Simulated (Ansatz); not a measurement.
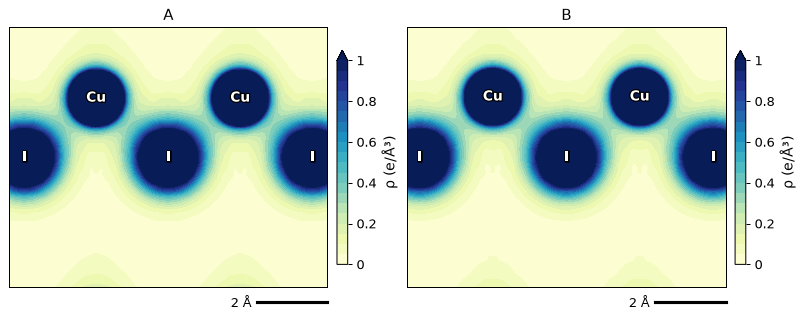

CuI. The valence charge density (pseudo) of two cells that differ in size, on the (100) plane of each (indices in the axes of the calculation cell), at one length scale and on one colour scale; one has 27.4 and the other 29.0 Å³ an atom.

Method: Kohn-Sham DFT of a periodic cell, LDA, Ansatz PAW (Ansatz 0.2.0).

In a PAW calculation such maps are meaningful between the atoms, not at the nuclei.

### Which is the denser cell? Describe the effect of the change.

Panel A is the smaller cell, by 6 % in volume. From the larger cell to the smaller, Cu–I goes from 2.70 to 2.65 Å, and the density at its midpoint from 0.35 to 0.38 e/Å³; the pressure goes from −5 to −3.6 GPa; the Kohn–Sham gap goes from 1.3 eV to 1.4 eV.
